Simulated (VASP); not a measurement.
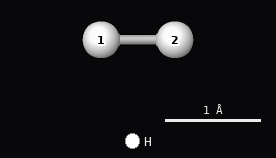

Starting structure of crystalline H$_{2}$ (a generated structure, set up in P-1). Style: ball-and-stick. Shown: the molecule without its box, face on.

The run lets the atoms move in a fixed cell. 1 atoms are held fixed.

These are results of Kohn-Sham DFT of a periodic cell, PBE with D3, VASP PAW PBE potentials, recommended (VASP), not measurements.

Input file:
```
SYSTEM = H
PREC = Accurate
ENCUT = 400
EDIFF = 1E-7
ISMEAR = 0
SIGMA = 0.01
LREAL = .FALSE.
LASPH = .TRUE.
NELM = 100
ALGO = Normal
ISIF = 2
LWAVE = .FALSE.
LCHARG = .FALSE.
GGA = PE
IVDW = 11
IBRION = 2
NSW = 120
EDIFFG = -0.03
ISYM = 0
```

Command:
```bash
cat potpaw_PBE.64/H/POTCAR > POTCAR
mpirun -np 1 vasp_gam > vasp.out
```

The structure:
```
CELL_PARAMETERS angstrom
11.17151 0.00000 0.00000
0.00000 11.67151 0.00000
0.00000 0.00000 12.17151
ATOMIC_POSITIONS crystal
H 0.50298 0.48780 0.52759
H 0.49702 0.52076 0.47241
```

Where does the relaxation end?

Answer. Over 2 geometry steps the energy falls by 0.011 eV. The largest force component goes from 0.71 to 0.00069 eV/Å. The largest moves, 0.013 Å, are those of H1 and H2. Among the contacts that change: H1–H2 0.777 → 0.751 Å.
